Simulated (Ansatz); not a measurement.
A periodic structure is given below.

```cif
data_structure
_symmetry_space_group_name_H-M 'F -4 3 m'
_symmetry_Int_Tables_number 216
_cell_length_a 5.7502
_cell_length_b 5.7502
_cell_length_c 5.7502
_cell_angle_alpha 90.000
_cell_angle_beta 90.000
_cell_angle_gamma 90.000
_cell_volume 190.13
loop_
_atom_site_label
_atom_site_type_symbol
_atom_site_symmetry_multiplicity
_atom_site_Wyckoff_symbol
_atom_site_fract_x
_atom_site_fract_y
_atom_site_fract_z
_atom_site_occupancy
Ga1 Ga 4 a 0.00000 0.00000 0.00000 1
As1 As 4 d 0.25000 0.25000 0.75000 1
```

Work out the structure from the coordinates.

The structure is one of GaAs. It belongs to space group F-43m (No. 216) and has a face-centred cubic lattice. Among the common structure types it is zinc blende (sphalerite type). The cell holds 8 atoms (4 Ga, 4 As), Z = 4. Around each Ga lie four As in a tetrahedral arrangement at 2.49 Å. Each As atom has four Ga in a tetrahedral arrangement at 2.49 Å around it. The bonds build a three-dimensional framework.

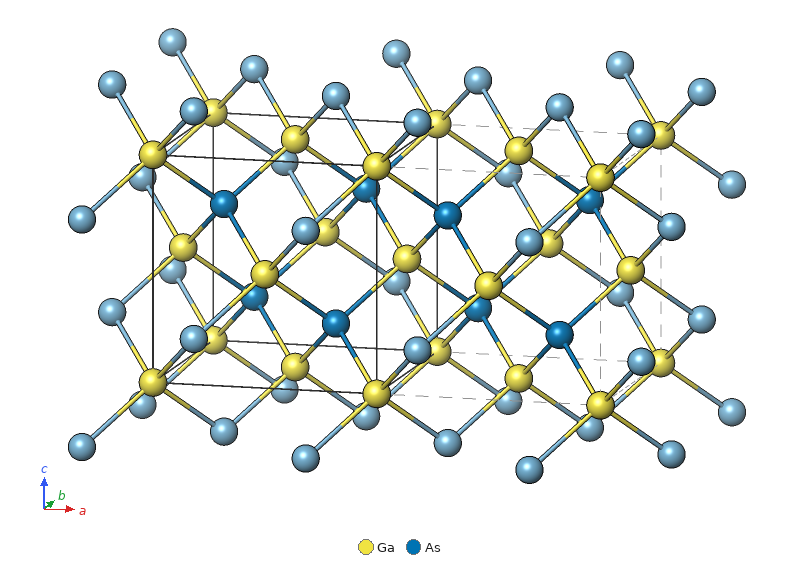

The crystal in a ball-and-stick representation, seen slightly off an axis. One conventional unit cell is drawn solid; the view covers 2×1×1 cells. Periodic images bonded to atoms of the box are shown as well, in fainter colours. Colours: gallium yellow, arsenic blue.

The cell started as a structure listed in the Materials Project. Earlier steps of the study, as a rule a relaxation of our own, may have changed the cell and positions, so they can lie some per cent off the listed ones. It was run through Ansatz as a DFT input.
